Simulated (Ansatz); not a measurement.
# Self-consistent run of Co

Wanted: energy, forces and, where spin is on, moments of Co in this cell. System: Co, the measured crystal structure (space group P6_3/mmc); the cell holds 2 atoms. Source: COD entry 9011616.

The COD cell was measured well above room temperature, so it is larger than a cold one.

Computed with Ansatz 0.2.0 (DFT PBE, PAW, plane waves, scalar-relativistic, unless a step's input says otherwise).

### 1 The system as given

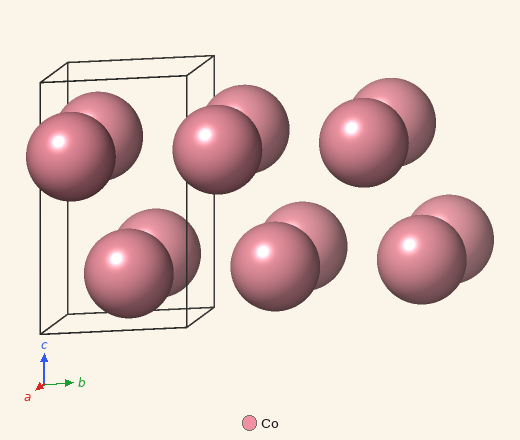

Start, viewed slightly off an axis; cobalt pink. 2×3×1 cells are drawn.

Structure file:

```cif
data_structure
_symmetry_space_group_name_H-M 'P6_3/mmc'
_symmetry_Int_Tables_number 194
_cell_length_a 2.5270
_cell_length_b 2.5270
_cell_length_c 4.1190
_cell_angle_alpha 90.000
_cell_angle_beta 90.000
_cell_angle_gamma 120.000
_cell_volume 22.78
loop_
_atom_site_label
_atom_site_type_symbol
_atom_site_symmetry_multiplicity
_atom_site_Wyckoff_symbol
_atom_site_fract_x
_atom_site_fract_y
_atom_site_fract_z
_atom_site_occupancy
Co1 Co 2 c 0.33333 0.66667 0.25000 1
```

Labels such as Co2 number the atoms in the order of the input file.

The search for lower states is off throughout, and inputs that name a mixer don't switch to direct minimisation unless they say so. Spin is collinear, with starting moments Co1 3.00, Co2 3.00 μB. β is the mixing step of the charge; the magnetisation has a step of its own, which the program sets unless it is named.

### 2 The run

Input file input.yaml:

```yaml
crystal:
  lattice:
    - [2.52700165, 0.0, 0.0]
    - [-1.26350082, 2.18844762, 0.0]
    - [0.0, 0.0, 4.119]
  atoms:
    - { symbol: Co, position: [0.33333333, 0.66666667, 0.25], spin: 3.0 }
    - { symbol: Co, position: [0.66666667, 0.33333333, 0.75], spin: 3.0 }
magnetization:
  spin_polarized: true
hamiltonian:
  xc: pbe
  pseudopotentials: { kind: paw }
basis:
  ecutwfc: 420
kpoints:
  mp_grid: { grid: [11, 11, 6] }
scf:
  occupations: { method: fermi_dirac, width: 0.1 }
  lower_state_search: "off"
  n_extra_bands: 0
  max_iter: 80
output:
  forces: true
  stress: true
```

Run with:

```
ansatz run input.yaml --threads 2 --pin off --max-ram 5120MiB --backend cpu --events-out ev --progress --plain --runs-dir out
```

Output:

```text
Error: inconsistent input (scf.n_extra_bands): n_bands = 17 cannot host the net starting moment |Σ_I m_I| = 6.0000 μB: with N_el = 34 the majority spin channel must hold (N_el + |M|)/2 = 20.0000 electrons at no more than one per band — at least 20 bands (17 bands cap the reachable moment at 2·n_bands − N_el = 0.0000 μB); raise scf.n_extra_bands until at least 20 bands are solved (omitted, it auto-derives to 24)
```

Run time: 0.05 s. Hardware: 2 threads of Arm Neoverse V1, shared host; peak memory 0.069 GiB.

### 3 Diagnosis

The program refused this input, so nothing ran. Its message: inconsistent input (scf.n_extra_bands): n_bands = 17 cannot host the net starting moment |Σ_I m_I| = 6.0000 μB: with N_el = 34 the majority spin channel must hold (N_el + |M|)/2 = 20.0000 electrons at no more than one per band — at least 20 bands (17 bands cap the reachable moment at 2·n_bands − N_el = 0.0000 μB) [...]

Remedies tried next, one at a time: 12 bands beyond the filled ones; back to the default settings.

### 4 12 bands beyond the filled ones

input.yaml, as its differences from that of step 2:

```diff
@@ -20,3 +20,3 @@
   lower_state_search: "off"
-  n_extra_bands: 0
+  n_extra_bands: 12
   max_iter: 80
```

Run with:

```
ansatz run input.yaml --threads 2 --pin off --max-ram 5120MiB --backend cpu --events-out ev --progress --plain --runs-dir out
```

Output:

```text
scf.n_extra_bands = 12 over 17 filled bands (N_el = 34.0): the run solves 29 bands
Engine: ansatz 0.2.0, aarch64-unknown-linux-gnu
Pseudopotentials: kind: paw
Pseudopotential: Co, paw, valence charge 17, recommended cutoff 420 eV (normal), Co.paw.azcp
Functional definition: PBE
  parameter kappa = 0.804
  parameter beta = 0.06672455060314922
  exchange = pbe_x(kappa = kappa, mu = beta*pi^2/3)
  correlation = pbe_c(beta = beta)
Crystal: 2 atoms, lattice volume = 22.779 Å³
Basis set: ecut = 420 eV, 451 PW (Γ), exchange–correlation on 36×36×60 points (8 copies of the dense FFT grid, shifted against one another)
Bands: 29, of which v1, the nominal top of the filled ones, is band 17 counted from 1 (16 counted from 0)
Symmetry: 24 space group operations
Space group: P63/mmc (ITA 194), of the structure as read, at distance tolerance 2.8e-5 Å
Magnetic group: BNS 194.263 (UNI 1493), of the structure as read, at distance tolerance 2.8e-5 Å
k-points: 64 of 726
Non-local potential: Co, projectors of the file, l = 0: 3, l = 1: 2, l = 2: 3, l = 3: 1
PAW form: soft (Blöchl's): semilocal exchange-correlation on the pseudo side does not see the compensation charge
PAW one-centre angular grid: Co, 590 points (default); XC on 64 Gauss nodes
Initial density: superposition of atomic densities (chi_scale 0.1, normalization cell)
Starting moments: Σ|m| = 6 μB on 2 of 2 sites
Initial wavefunctions: pseudopotential atomic-orbital guess
Functional: x = pbe(κ = 0.804, μ = 0.2195149727645171), c = pbe(β = 0.06672455060314922)
iter 1 solved again at ethr=7.97e-4 eV; its pass at ethr=3.10e-3 eV (dr2=2.71e-1 eV) is discarded
SCF iter   1: F=—  HF=-10251.846115 eV  |F-HF|=—  |Δ(HF+E_count)|=         —  Δρ=1.19e-1 (↑1.19e-1 ↓7.91e-2)  dr2=2.71e-1  dr2_m=2.01e0  M=3.839 μB ∫|m|=4.061 μB  β_m=0.30  ethr=7.97e-4  ⟨swp⟩=1.6  Hψ=19816  notcnv=0
Mixer restart at iter 1: flushing history
preconditioner: auto → none  [metal: Δε(μ)=0.057 eV  Ē_g=16.747 eV  σ=0.100 eV  W_gap=0.14  n_scr=8 (ndim 8)  ℏωp=33.0 eV  f_vac=0.000  D(μ)=1.85/eV (n_scr^D=22)  sad-step TF]
spin-set hold released at iteration 1 (the charge has settled, or the pull on large starting moments outlasts its swing): the magnetisation degrees of freedom join the quasi-Newton model from the next iteration; the mixer history was flushed
SCF iter   2: F=—  HF=-10252.019233 eV  |F-HF|=—  |Δ(HF+E_count)|=   1.73e-1  Δρ=8.06e-2 (↑8.06e-2 ↓6.70e-2)  dr2=4.27e-2  dr2_m=1.13e0  M=3.748 μB ∫|m|=3.996 μB  β_m=0.65  ethr=7.96e-4  ⟨swp⟩=2.0  Hψ=5116  notcnv=0
SCF iter   3: F=—  HF=-10252.512151 eV  |F-HF|=—  |Δ(HF+E_count)|=   4.93e-1  Δρ=6.07e-2 (↑6.07e-2 ↓3.03e-2)  dr2=1.00e0  dr2_m=5.48e-2  M=3.410 μB ∫|m|=3.764 μB  β_m=0.47  ethr=1.26e-4  ⟨swp⟩=2.2  Hψ=7584  notcnv=0  defer=75
SCF iter   4: F=—  HF=-10252.294903 eV  |F-HF|=—  |Δ(HF+E_count)|=   2.17e-1  Δρ=1.72e-2 (↑4.47e-3 ↓1.72e-2)  dr2=2.00e-2  dr2_m=2.30e-2  M=3.262 μB ∫|m|=3.652 μB  β_m=0.74  ethr=1.26e-4  ⟨swp⟩=2.1  Hψ=7768  notcnv=0  defer=359
SCF iter   5: F=—  HF=-10252.302003 eV  |F-HF|=—  |Δ(HF+E_count)|=   7.10e-3  Δρ=7.79e-3 (↑3.64e-3 ↓7.79e-3)  dr2=1.53e-2  dr2_m=9.94e-4  M=3.214 μB ∫|m|=3.599 μB  β_m=0.87  ethr=5.88e-5  ⟨swp⟩=1.2  Hψ=3772  notcnv=0  defer=354
SCF iter   6: F=—  HF=-10252.300489 eV  |F-HF|=—  |Δ(HF+E_count)|=   1.51e-3  Δρ=7.51e-4 (↑6.46e-4 ↓7.51e-4)  dr2=1.02e-4  dr2_m=2.94e-5  M=3.220 μB ∫|m|=3.588 μB  β_m=0.76  ethr=4.51e-5  ⟨swp⟩=2.1  Hψ=4362  notcnv=0  defer=354
SCF iter   7: F=—  HF=-10252.300488 eV  |F-HF|=—  |Δ(HF+E_count)|=   1.28e-6  Δρ=4.46e-4 (↑4.46e-4 ↓1.89e-4)  dr2=3.86e-5  dr2_m=5.62e-6  M=3.220 μB ∫|m|=3.586 μB  β_m=0.88  ethr=2.99e-7  ⟨swp⟩=2.2  Hψ=4654  notcnv=0  defer=354
SCF iter   8: F=—  HF=-10252.300473 eV  |F-HF|=—  |Δ(HF+E_count)|=   1.50e-5  Δρ=4.43e-5 (↑3.08e-5 ↓4.43e-5)  dr2=1.81e-7  dr2_m=1.64e-7  M=3.219 μB ∫|m|=3.584 μB  β_m=0.90  ethr=1.13e-7  ⟨swp⟩=2.0  Hψ=5032  notcnv=0  defer=354
SCF iter   9: F=-10252.300473 eV  HF=-10252.300473 eV  |F-HF|=2.69e-9  |Δ(HF+E_count)|=   3.50e-7  Δρ=8.96e-6 (↑3.34e-6 ↓8.96e-6)  dr2=5.22e-9  dr2_m=5.77e-9  M=3.219 μB ∫|m|=3.584 μB  ethr=2.94e-10  ⟨swp⟩=4.0  Hψ=9723  notcnv=0
SCF 1 converged in 9 iterations: F = -10252.300473 eV  dr2 = 5.22e-9
SCF converged after 9 iterations
Magnetization: 3.2192 μB (18.6096 up, 15.3904 down)
Absolute magnetization: 3.5846 μB (∫|ρ↑−ρ↓|, with the PAW one-centre terms)
Spin contamination: 0.0633 ħ² per cell (⟨S²⟩ above its minimum at these occupations)
Per-site moments (μB) at R_I (Å): [(1.6922871548101501, 1.0411126846570355), (1.69228715481015, 1.0411126846570355)]
Free energy (F): -10252.300473 eV
Harris-Foulkes:  -10252.300473 eV  (|F-HF|=2.69e-9)
Internal energy: -10252.235939 eV  (E = F + TS)
E sigma→0 (E₀):  -10252.268206 eV
Entropy (-TS):   -0.064534 eV (-32.267 meV/atom)
Fermi energy:    17.657724 eV
--- Per-component energies (eV) ---
  E_band       = -521.641045
  E_kinetic    = 904.393046
  E_local      = -5803.350285  (includes V_loc(G=0)·N_el)
  E_nonlocal   = 908.742089
  E_hartree    = 2427.080443
  E_xc         = -316.915318
  E_vxc        = -408.877672  (∫ρ·V_xc dr)
  E_paw        = -3030.188929  (= ΣΔE_a)
  E_vpaw       = -976.702650  (= ΣTr[D̂ρ^β])
  E_aug_tail   = 0.000165  (compensation charges beyond the density's cutoff)
  E_ewald      = -5341.997151
  E_smearing   = -0.064534  (= −TS)
  E_closure    = -0.000000  (closes the sum)
  Σ components = -10252.300473   (vs F -10252.300473, Δ=0.00e0)
--- Forces (eV/Å), atoms counted from 1 ---
  atom   1  Co    -0.00000000     0.00000000     0.00000000
  atom   2  Co     0.00000000    -0.00000000     0.00000000
  max |Σ_I F_I| component: 4.63e-18 eV/Å
--- Stress (GPa, compression-positive) ---
       -9.104054      -0.000000       0.000000
        0.000000      -9.104054       0.000000
        0.000000       0.000000     -10.075903
  P = ⅓ Tr σ = -9.4280 GPa (-94.280 kbar)
```

Run time: 2.5 s. Hardware: 2 threads of Arm Neoverse V1, shared host; peak memory 0.31 GiB.

Converged in 9 iterations, ferromagnetic, site moments Co1 1.69, Co2 1.69 μB, total 3.22 μB per cell, no gap on the k-mesh.

### 5 Back to the default settings

input.yaml, as its differences from that of step 2:

```diff
@@ -20,4 +20,2 @@
   lower_state_search: "off"
-  n_extra_bands: 0
-  max_iter: 80
 output:
```

Run with:

```
ansatz run input.yaml --threads 2 --pin off --max-ram 5120MiB --backend cpu --events-out ev --progress --plain --runs-dir out
```

Its history (converged in 9 iterations):

| iteration | Harris–Foulkes energy + 10252 (eV) | largest residual (eV) | M (μB) | ∫|m| (μB) |
| --- | --- | --- | --- | --- |
| 1 | 0.1539 | 2.01e+00 | 3.84 | 4.06 |
| 2 | -0.0192 | 1.13e+00 | 3.75 | 4.00 |
| 3 | -0.5119 | 1.00e+00 | 3.41 | 3.76 |
| 4 | -0.2949 | 2.30e-02 | 3.26 | 3.65 |
| 5 | -0.3020 | 1.53e-02 | 3.21 | 3.60 |
| 6 | -0.3005 | 1.00e-04 | 3.22 | 3.59 |
| 7 | -0.3005 | 3.95e-05 | 3.22 | 3.59 |
| 8 | -0.3005 | 1.83e-07 | 3.22 | 3.58 |
| 9 | -0.3005 | 5.75e-09 | 3.22 | 3.58 |

Wall time 2.3 s (2 threads of Arm Neoverse V1, shared host); peak memory 0.3 GiB.

This works: 9 iterations, ferromagnetic, site moments Co1 1.69, Co2 1.69 μB, total 3.22 μB per cell, no gap on the k-mesh. Against step 4: the same free energy.

### 6 All tries on one scale

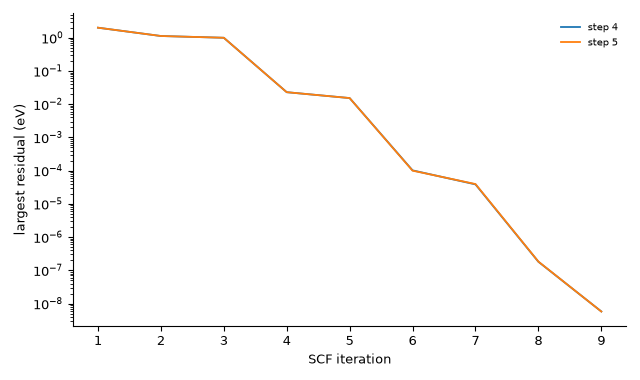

Residual along the iterations.

### 7 Summary of results

```
                               quantity                                                                                            value
                              first try                                                                                    input refused
step 4: 12 bands beyond the filled ones                                                                        converged in 9 iterations
           step 5: the default settings                                                                        converged in 9 iterations
                state reached in step 4  ferromagnetic, site moments Co1 1.69, Co2 1.69 μB, total 3.22 μB per cell, no gap on the k-mesh
                    largest force there                                                                                       0.000 eV/Å
```

What this shows: 2 of 2 changes make it converge; “12 bands beyond the filled ones” does so in 9 iterations, and none in fewer.
